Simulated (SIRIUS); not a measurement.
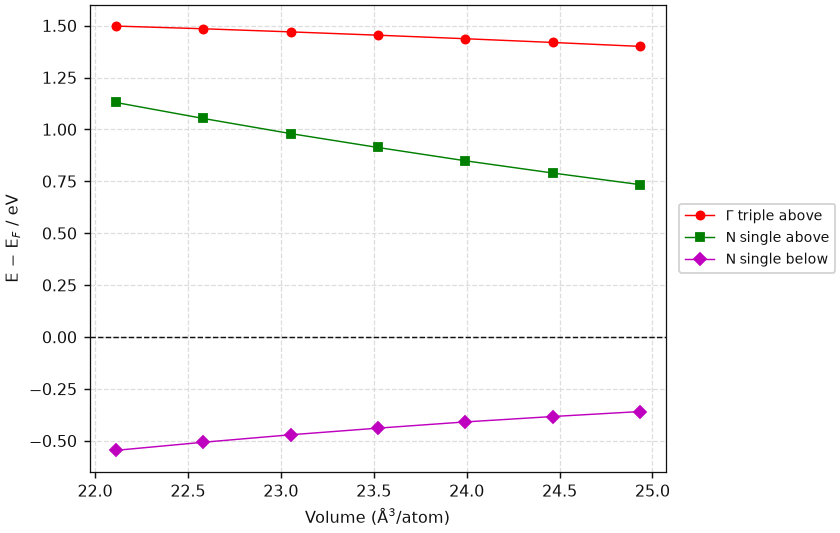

Levels at named k points against volume, from the Fermi level of each run. Each is named by its point, its degeneracy (spin aside) and its side of the Fermi level at the middle volume, where it is the nearest level on that side.

System: bcc Hf, space group Im-3m, 1 atom in the primitive cell. The cell is scaled at fixed shape and fractional positions; at the middle volume, cubic a = 3.610 Å. SIRIUS 7.12.0; PBEsol, all-electron FP-LAPW, no spin polarisation, no spin-orbit coupling, 10×10×10 k mesh, Fermi-Dirac smearing of 0.05 eV.

Q: How does each level move against the Fermi level from 22.11 Å³/atom to 24.93 Å³/atom?

A: Γ triple above goes from +1.50 to +1.40 eV, N single above goes from +1.13 to +0.73 eV and N single below goes from −0.55 to −0.36 eV.

Q: Does any of these levels cross the Fermi level?

A: No: each stays on its side over the whole range; the nearest approach is 0.36 eV.

| volume | Γ triple above (eV) | N single above (eV) | N single below (eV) |
| --- | --- | --- | --- |
| 22.11 Å³/atom | 1.50 | 1.13 | −0.55 |
| 22.58 Å³/atom | 1.49 | 1.05 | −0.51 |
| 23.05 Å³/atom | 1.47 | 0.98 | −0.47 |
| 23.52 Å³/atom | 1.45 | 0.91 | −0.44 |
| 23.99 Å³/atom | 1.44 | 0.85 | −0.41 |
| 24.46 Å³/atom | 1.42 | 0.79 | −0.38 |
| 24.93 Å³/atom | 1.40 | 0.73 | −0.36 |

Spin-orbit coupling is left out, which matters for Hf. The k mesh is thin for a metal, so its Fermi level is uncertain. This isn't the form of Hf at room conditions, which is hcp. The Fermi level is that of this mesh and smearing.
